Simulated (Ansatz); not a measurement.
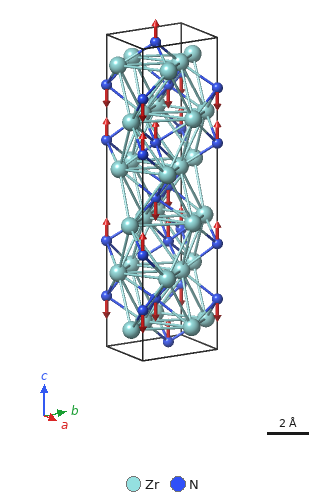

One vibrational mode of a crystal of Zr₃N₂ at the zone centre. The red arrows are the displacements of the atoms (eigenvector over the root of the mass), of arbitrary overall length and sign. A ball-and-stick model of the conventional cell (3 times the calculation's cell), seen slightly off an axis. Lengths and directions refer to the drawn axes.

These are results of Ansatz 0.2.0, DFT LDA, scalar-relativistic, plane waves, PAW, not measurements.

Input
```yaml
crystal:
  lattice:
    - [2.7809832597, 1.6056014336, 5.1629522122]
    - [-2.7809832597, 1.6056014336, 5.1629522122]
    - [0.0, -3.2112028671, 5.1629522122]
  atoms:
    - { symbol: Zr, position: [0.4247852443, 0.0752147557, 0.75] }
    - { symbol: Zr, position: [0.0752147557, 0.75, 0.4247852443] }
    - { symbol: Zr, position: [0.75, 0.4247852443, 0.0752147557] }
    - { symbol: Zr, position: [0.25, 0.5752147557, 0.9247852443] }
    - { symbol: Zr, position: [0.9247852443, 0.25, 0.5752147557] }
    - { symbol: Zr, position: [0.5752147557, 0.9247852443, 0.25] }
    - { symbol: "N", position: [0.3387103973, 0.3387103973, 0.3387103973] }
    - { symbol: "N", position: [0.1612896027, 0.1612896027, 0.1612896027] }
    - { symbol: "N", position: [0.8387103973, 0.8387103973, 0.8387103973] }
    - { symbol: "N", position: [0.6612896027, 0.6612896027, 0.6612896027] }
basis:
  ecutwfc: 420
kpoints:
  mp_grid: { grid: [12, 12, 12] }
hamiltonian:
  xc: lda
scf:
  occupations: { method: fermi_dirac, width: 0.15 }
output:
  eigenvalues: true
phonons:
  method: dfpt
  eigenvectors: true
```

Run as
```bash
ansatz run input.yaml --threads 4 --pin off --max-ram 12288MiB --backend cpu --events-out ev --progress --plain --runs-dir out
```

The frequencies depend somewhat on the k-mesh and the smearing.

Describe the mode and give its frequency.

This is the A₁u mode at 565 cm⁻¹, the highest optical level, silent by symmetry (neither infrared- nor Raman-active). The Zr atoms stay at rest; all motion is along c; atoms of one kind move against one another, with no net shift of their sublattice.
